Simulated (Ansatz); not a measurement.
**Single-point calculation, with input and output: MnO$_{2}$**

System: MnO$_{2}$ (3 atoms in the cell).
Method: DFT PBE+U, scalar-relativistic, plane waves, PAW, Ueff = 3.9 eV on Mn d, no spin polarisation (Ansatz 0.2.0).

The structure derives from a Materials Project entry. It belongs to a series of runs on one base structure; here: volume nm: 0.8 V/V0. Figures and captions count atoms from 1; the log counts them from 0 in places.

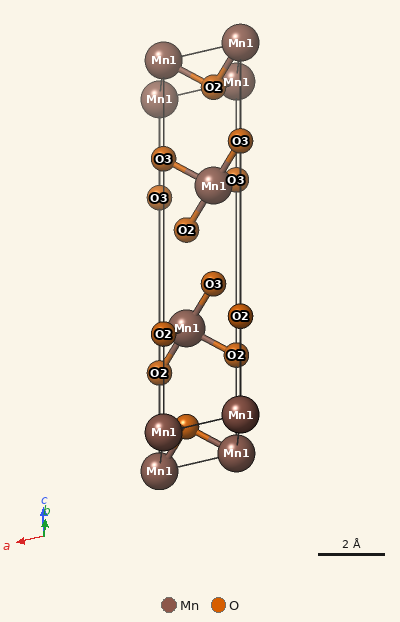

Fig. 1: The structure as given in the input (ball-and-stick view of the cell 3 times as large as that of the calculation, set on its symmetry axes, seen at an oblique angle; atoms are numbered from 1 in the order of the input).

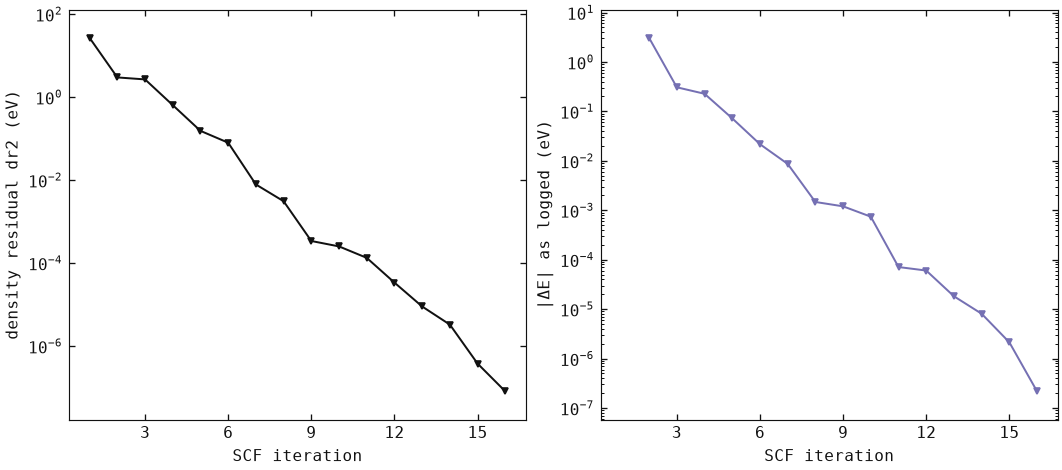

Fig. 2: Convergence of the self-consistent field: density residual dr2 and size of the energy change against the SCF iteration. The residual falls at every step.

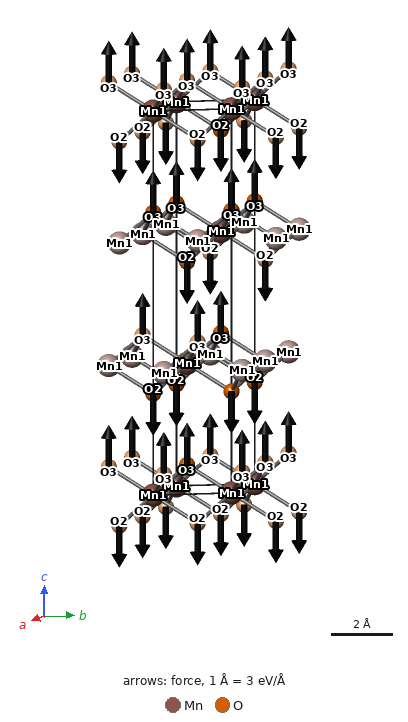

Fig. 3: Forces on the atoms as black arrows (ball-and-stick view of the cell 3 times as large as that of the calculation, set on its symmetry axes, seen slightly off an axis; neighbours outside the cell are drawn fainter; atoms are numbered from 1 in the order of the input). The largest act on O2, O3 (4.22 eV/Å). The geometry is not a stationary point of this energy.

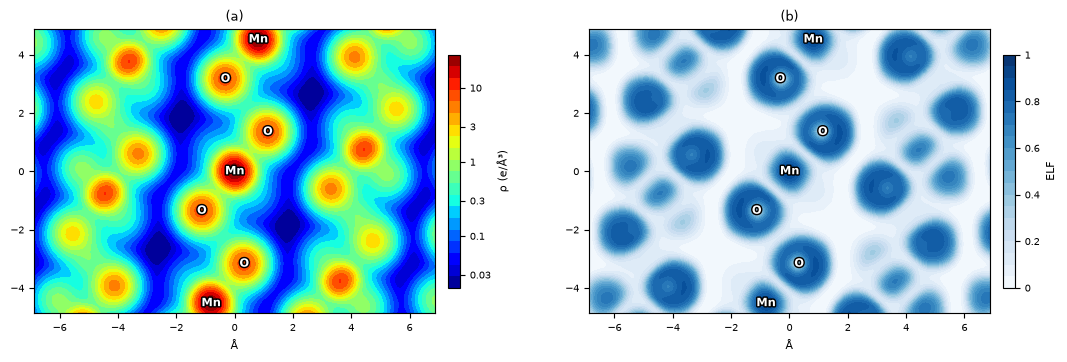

Fig. 4: (a) valence pseudo-density; (b) electron localisation function on the (111) plane of the conventional cell. The section cuts through Mn and O sites. Mn–O (1.77 Å): ρ at the midpoint is about 1.1 e/Å³; the ELF is about 0.25 at the midpoint; a polar contact without a shared pair, in a metal. Away from the nuclei the density in this plane falls to 0.02 e/Å³ at its lowest. The strong features right at Mn lie inside the PAW spheres (semicore, d or f shells) and say nothing about bonding. The fields are those of the smooth PAW valence density.

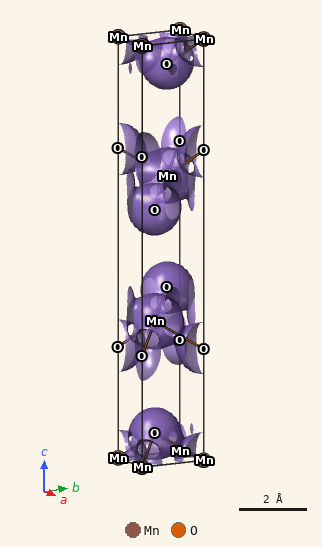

Fig. 5: Isosurface of the valence electron density at 0.8 e/Å³ (purple), seen slightly off an axis. Sticks mark near contacts. The outline is the cell set on symmetry axes. At this value the density is joined into sheets; it holds about 85 % of the electrons treated as valence (semicore included). On the grid the lowest density along these lines, outside the cores, is 1.1 e/Å³ (Mn–O, 1.77 Å).

The input that produced these results follows, with the program's output.

**Input file**
```yaml
crystal:
  lattice:
    - [1.32604144, 0.7655903823, 4.2553450778]
    - [-1.32604144, 0.7655903823, 4.2553450778]
    - [0.0, -1.5311807647, 4.2553450778]
  atoms:
    - { symbol: Mn, position: [0.0, 0.0, 0.0] }
    - { symbol: O, position: [0.26436449, 0.26436449, 0.26436449] }
    - { symbol: O, position: [0.73563551, 0.73563551, 0.73563551] }
basis:
  ecutwfc: 420
kpoints:
  mp_grid: { grid: [12, 12, 12] }
hamiltonian:
  xc: pbe
  hubbard: { sites: [{ species: Mn, l: d, u_eff: 3.9 }] }
scf:
  occupations: { method: gaussian, width: 0.02 }
output:
  forces: true
  stress: true
  eigenvalues: true
  write_density: true
  write_potential: true
  elf: true
  volumetric_format: npy
```

Command:
```bash
ansatz run input.yaml --threads 1 --pin off --max-ram 2560MiB --backend cpu --events-out ev --progress --plain --runs-dir out
```

**The program's output**
```
basis.fft_grid_basis auto: the FFT boxes are laid along the combinations [[1, -1, 0], [0, 1, 0], [0, -1, 1]] of the cell's own vectors, 2.652, 4.522 and 2.652 Å long. The dense box has 18×32×18 points. Along the cell's own vectors, as sized, it would have 32×32×32, 3.16 times as many. Of the 12 symmetry operations that the crystal satisfies within crystal.symmetry.tolerance (time reversal apart; of a slab, those that keep its plane) the dense box along the cell's own vectors carries 12, and the one as laid loses 8 of those. basis.fft_grid_basis: typed keeps the cell's own vectors: state it where this run's energies or levels are differenced outside the engine with another run's, or held beside a run that keeps those vectors. Those combinations have planes normal to reciprocal vector 3, as the cell's own vectors have. Each planar average written beside output.write_density, output.write_potential has a row for each plane of the box: 18. The volumetric files lie along those combinations, not along the cell's own vectors: a cube or XSF file states them, and fields.json those of NumPy files.
Mn: projections on atomic orbitals take those of the free atom [Ne] 3s2 3p6 3d5 4s2, of charge +0.00 (hamiltonian.pseudopotentials.projection_atoms); the dataset's partial waves leave at most 9.0e-7 of an orbital's norm unspanned inside its sphere
O: projections on atomic orbitals take those of the free atom [He] 2s2 2p4, of charge +0.00 (hamiltonian.pseudopotentials.projection_atoms); the dataset's partial waves leave at most 1.9e-8 of an orbital's norm unspanned inside its sphere
Engine: ansatz 0.2.0, aarch64-unknown-linux-gnu
Pseudopotentials: kind: paw
Pseudopotential: Mn, paw, valence charge 15, recommended cutoff 420 eV (normal), Mn.paw.azcp
Pseudopotential: O, paw, valence charge 6, recommended cutoff 420 eV (normal), O.paw.azcp
Functional definition: PBE
  parameter kappa = 0.804
  parameter beta = 0.06672455060314922
  exchange = pbe_x(kappa = kappa, mu = beta*pi^2/3)
  correlation = pbe_c(beta = beta)
Crystal: 3 atoms, lattice volume = 25.920 Å³
Basis set: ecut = 420 eV, 525 PW (Γ), FFT grids on a1−a2, a2, −a2+a3, exchange–correlation on 36×64×36 points (8 copies of the dense FFT grid, shifted against one another)
Bands: 18, of which v1, the nominal top of the filled ones, is band 14 counted from 1 (13 counted from 0)
Symmetry: 12 space group operations
Space group: R-3m (ITA 166), of the structure as read, at distance tolerance 3.0e-5 Å
k-points: 189 of 1728
Non-local potential: Mn, projectors of the file, l = 0: 3, l = 1: 2, l = 2: 3, l = 3: 1
Non-local potential: O, projectors of the file, l = 0: 2, l = 1: 2, l = 2: 1
PAW form: soft (Blöchl's): semilocal exchange-correlation on the pseudo side does not see the compensation charge
PAW one-centre angular grid: Mn, 590 points (default); XC on 64 Gauss nodes
PAW one-centre angular grid: O, 110 points (default); XC on 64 Gauss nodes
Initial density: superposition of atomic densities (chi_scale 0.1, normalization cell, long waves of neutral atoms under a Hubbard term (reshape's long-wave potential 0.07 eV rms, cloud 2.05 Å wide))
Initial wavefunctions: pseudopotential atomic-orbital guess
Functional: x = pbe(κ = 0.804, μ = 0.2195149727645171), c = pbe(β = 0.06672455060314922)
SCF iter   1: F=—  HF=-5029.577359 eV  |F-HF|=—  |Δ(HF+E_count)|=         —  Δρ=3.04e-1  dr2=2.66e1  ethr=3.10e-3  ⟨swp⟩=5.8  Hψ=15700  notcnv=0
preconditioner: auto → LDOS  [metal: Δε(μ)=0.002 eV  Ē_g=11.769 eV  σ=0.020 eV  W_gap=0.06  n_scr=2 (ndim 8)  ℏωp=31.8 eV  f_vac=0.024  D(μ)=6.27/eV (n_scr^D=128)  β→1.0]
SCF iter   2: F=—  HF=-5026.516957 eV  |F-HF|=—  |Δ(HF+E_count)|=    3.06e0  Δρ=1.63e-1  dr2=2.97e0  ethr=3.10e-3  ⟨swp⟩=4.0  Hψ=10458  notcnv=0  defer=46
SCF iter   3: F=—  HF=-5026.823845 eV  |F-HF|=—  |Δ(HF+E_count)|=   3.07e-1  Δρ=9.29e-2  dr2=2.66e0  ethr=3.10e-3  ⟨swp⟩=4.3  Hψ=9721  notcnv=0  defer=73
SCF iter   4: F=—  HF=-5027.051199 eV  |F-HF|=—  |Δ(HF+E_count)|=   2.27e-1  Δρ=7.33e-2  dr2=6.38e-1  ethr=3.10e-3  ⟨swp⟩=3.1  Hψ=7405  notcnv=0  defer=64
SCF iter   5: F=—  HF=-5026.979024 eV  |F-HF|=—  |Δ(HF+E_count)|=   7.22e-2  Δρ=2.89e-2  dr2=1.53e-1  ethr=2.36e-3  ⟨swp⟩=2.9  Hψ=6321  notcnv=0  defer=57
SCF iter   6: F=—  HF=-5026.957362 eV  |F-HF|=—  |Δ(HF+E_count)|=   2.17e-2  Δρ=1.73e-2  dr2=7.93e-2  ethr=5.66e-4  ⟨swp⟩=3.1  Hψ=6309  notcnv=0  defer=56
SCF iter   7: F=—  HF=-5026.948703 eV  |F-HF|=—  |Δ(HF+E_count)|=   8.66e-3  Δρ=9.41e-3  dr2=7.81e-3  ethr=2.94e-4  ⟨swp⟩=2.4  Hψ=5144  notcnv=0  defer=56
SCF iter   8: F=—  HF=-5026.950169 eV  |F-HF|=—  |Δ(HF+E_count)|=   1.47e-3  Δρ=5.52e-3  dr2=3.08e-3  ethr=2.89e-5  ⟨swp⟩=2.7  Hψ=6204  notcnv=0  defer=54
SCF iter   9: F=—  HF=-5026.951373 eV  |F-HF|=—  |Δ(HF+E_count)|=   1.20e-3  Δρ=2.04e-3  dr2=3.39e-4  ethr=1.14e-5  ⟨swp⟩=2.7  Hψ=6280  notcnv=0  defer=54
SCF iter  10: F=—  HF=-5026.952113 eV  |F-HF|=—  |Δ(HF+E_count)|=   7.41e-4  Δρ=1.81e-3  dr2=2.51e-4  ethr=1.26e-6  ⟨swp⟩=2.3  Hψ=6337  notcnv=0  defer=54
SCF iter  11: F=—  HF=-5026.952184 eV  |F-HF|=—  |Δ(HF+E_count)|=   7.10e-5  Δρ=1.21e-3  dr2=1.33e-4  ethr=9.29e-7  ⟨swp⟩=2.0  Hψ=6116  notcnv=0  defer=54
SCF iter  12: F=—  HF=-5026.952245 eV  |F-HF|=—  |Δ(HF+E_count)|=   6.03e-5  Δρ=6.16e-4  dr2=3.37e-5  ethr=4.92e-7  ⟨swp⟩=2.2  Hψ=4387  notcnv=0  defer=54
SCF iter  13: F=—  HF=-5026.952263 eV  |F-HF|=—  |Δ(HF+E_count)|=   1.82e-5  Δρ=3.57e-4  dr2=8.94e-6  ethr=1.25e-7  ⟨swp⟩=2.5  Hψ=5894  notcnv=0  defer=54
SCF iter  14: F=—  HF=-5026.952271 eV  |F-HF|=—  |Δ(HF+E_count)|=   8.06e-6  Δρ=1.78e-4  dr2=3.27e-6  ethr=3.31e-8  ⟨swp⟩=1.0  Hψ=3423  notcnv=0  defer=54
SCF iter  15: F=—  HF=-5026.952273 eV  |F-HF|=—  |Δ(HF+E_count)|=   2.13e-6  Δρ=6.77e-5  dr2=3.76e-7  ethr=1.21e-8  ⟨swp⟩=2.0  Hψ=5081  notcnv=0  defer=54
SCF iter  16: F=-5026.952273 eV  HF=-5026.952273 eV  |F-HF|=1.13e-7  |Δ(HF+E_count)|=   2.17e-7  Δρ=3.88e-5  dr2=8.05e-8  ethr=3.70e-10  ⟨swp⟩=9.1  Hψ=24497  notcnv=0
SCF 1 converged in 16 iterations: F = -5026.952273 eV  dr2 = 8.05e-8
  greatest PAW one-centre occupation: 1.000 electrons in one spin orbital (limit 2), on the Mn atom at site 0 (counted from 0), in its partial waves of l = 0
SCF converged after 16 iterations
Free energy (F): -5026.952273 eV
Harris-Foulkes:  -5026.952273 eV  (|F-HF|=1.13e-7)
Internal energy: -5026.950945 eV  (E = F + TS)
E sigma→0 (E₀):  -5026.951609 eV
Entropy (-TS):   -0.001328 eV (-0.443 meV/atom)
Fermi energy:    11.843704 eV
--- Per-component energies (eV) ---
  E_band       = -272.230926
  E_kinetic    = 667.536493
  E_local      = -3326.875191  (includes V_loc(G=0)·N_el)
  E_nonlocal   = 333.144544
  E_hartree    = 1376.697599
  E_xc         = -264.969565
  E_vxc        = -339.034520  (∫ρ·V_xc dr)
  E_hubbard    = 4.475552  (on-site DFT+U / exact-exchange correction)
  E_vhub       = -1.598922  (the Hubbard potential's part of the band-sum identity)
  E_paw        = -1610.287820  (= ΣΔE_a)
  E_vpaw       = -358.802971  (= ΣTr[D̂ρ^β])
  E_aug_tail   = 0.004999  (compensation charges beyond the density's cutoff)
  E_ewald      = -2206.677556
  E_smearing   = -0.001328  (= −TS)
  E_closure    = 0.000000  (closes the sum)
  Σ components = -5026.952273   (vs F -5026.952273, Δ=0.00e0)
--- Forces (eV/Å), atoms counted from 1 ---
  atom   1  Mn     0.00000000     0.00000000    -0.00000000
  atom   2  O      0.00000000     0.00000000    -4.21972715
  atom   3  O      0.00000000    -0.00000000     4.21972715
  max |Σ_I F_I| component: 8.88e-16 eV/Å
--- Stress (GPa, compression-positive) ---
       72.255451       0.000000       0.000000
        0.000000      72.255451       0.000000
        0.000000       0.000000      52.518283
  P = ⅓ Tr σ = 65.6764 GPa (656.764 kbar)
--- Band table (eV; the first three rows and the last of 189) ---
  k-point 0: bands = ["-67.9721", "-36.6935", "-36.6546", "-36.6546", "-9.6840", "-6.3798", "3.9598", "4.9595", "4.9595", "9.9239", "9.9239", "9.9769", "10.4629", "10.4629", "13.2205", "16.9524", "16.9524", "20.7468"]
  k-point 1: bands = ["-67.9681", "-36.6883", "-36.6847", "-36.6611", "-9.5505", "-6.4328", "4.1079", "4.8931", "5.0578", "9.1077", "9.3492", "10.0514", "10.9785", "11.0087", "13.1997", "16.7109", "16.8815", "21.0492"]
  k-point 2: bands = ["-67.9573", "-36.7676", "-36.6785", "-36.6728", "-9.1756", "-6.5753", "4.4385", "4.8571", "5.3242", "7.8679", "8.6606", "10.1489", "11.4401", "11.5926", "13.1220", "16.2016", "16.7256", "21.8638"]
  k-point 188: bands = ["-67.9721", "-36.6943", "-36.6547", "-36.6547", "-9.4858", "-6.7619", "4.9848", "4.9848", "5.2655", "8.1483", "9.8488", "9.8488", "10.4753", "10.4753", "13.4590", "16.9853", "16.9853", "22.5990"]
Occupation matrices written to [file]
```

**Results in brief**

```tsv
quantity	value
outcome	converged
space group (tolerance 0.01 Å)	R-3m (166)
electrons treated	27
free energy	−5026.9523 eV
Fermi energy	11.844 eV
gap on the k-point mesh	none (metallic)
pressure	65.68 GPa
largest force (length of the vector)	4.220 eV/Å
hardware	1 thread of Arm Neoverse V1, 24 GiB of memory available, shared host
wall time	16 s
peak memory	0.39 GiB
```

The run has no spin polarisation, so a magnetic state may lie lower. The cell is under a pressure of 66 GPa at this level, so it is not at its equilibrium volume.
